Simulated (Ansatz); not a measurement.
# Nd: what the fields show

The calculation's input:

```
crystal:
  lattice:
    - [3.657, 0.0, 0.0]
    - [-1.8285, 3.1670549016, 0.0]
    - [0.0, 0.0, 5.902]
  atoms:
    - { symbol: Nd, position: [0.6666666667, 0.3333333333, 0.75], spin: 3.0 }
    - { symbol: Nd, position: [0.3333333333, 0.6666666667, 0.25], spin: 3.0 }
hamiltonian:
  xc: pbe
  pseudopotentials: { kind: paw }
magnetization:
  spin_polarized: true
kpoints:
  mp_grid: { grid: [8, 8, 5] }
scf:
  occupations: { method: fermi_dirac, width: 0.05 }
output:
  forces: true
  stress: true
  eigenvalues: true
  write_density: true
  write_potential: true
  elf: true
  volumetric_format: npy
```

Run with:

```sh
ansatz run input.yaml --threads 2 --pin off --max-ram 5120MiB --backend cpu --events-out ev --progress --plain --runs-dir out
```

Below, planes, directions and counts refer to the conventional cell (a = 3.66 Å, b = 3.66 Å, c = 5.90 Å, α = 90.00°, β = 90.00°, γ = 120.00°).

Space group P6₃/mmc; the SCF solution may not be the lowest one; no Hubbard U on the f states and no spin–orbit coupling; the program warned that a lower state may break the symmetry and an open shell was started evenly filled; spin-polarised.

Level of theory: Ansatz, Kohn-Sham DFT of a periodic cell, PBE, Ansatz PAW.

The density is the valence pseudo-density of a PAW calculation; it isn't the true density close to the nuclei.

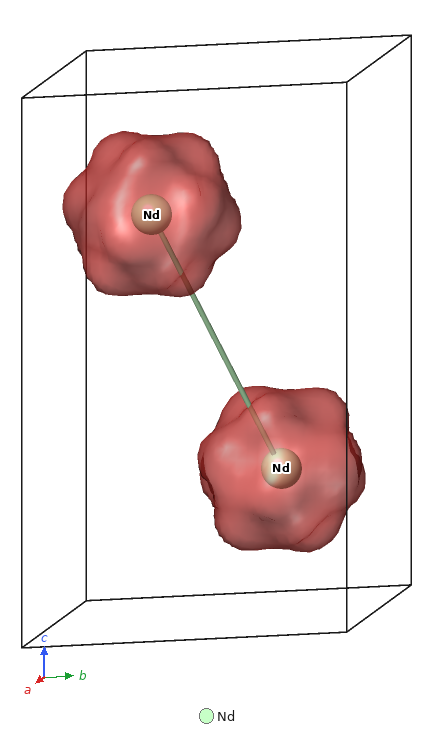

Figure 1. Isosurface of the spin density at +0.2 e/Å³ (red), seen slightly off an axis. Sticks mark near contacts.

Q: Where is the spin, and how is it ordered?

A: The spin density sits on Nd: +3.7 μB (×2) in one cell of 2 atoms: parallel main moments (a ferromagnetic arrangement) in this solution. The cell of the calculation (2 atoms) carries 8.0 μB of net spin moment.

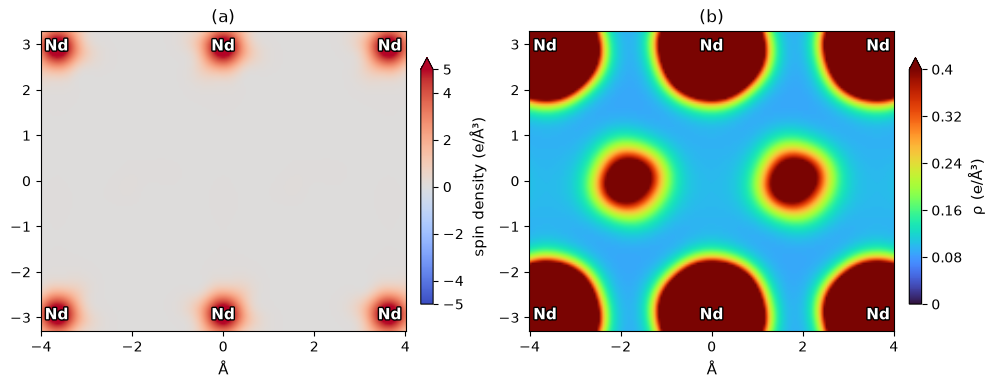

Figure 2. (a) spin density (up minus down); (b) valence pseudo-density on the (010) plane of the conventional cell.

Q: What do the fields say about this system?

A:
- The plane passes through Nd nuclei.
- Nd–Nd (3.66 Å): the density is about 0.1 e/Å³ at the midpoint.
- Between the atoms the lowest density in this plane is 0.09 e/Å³.
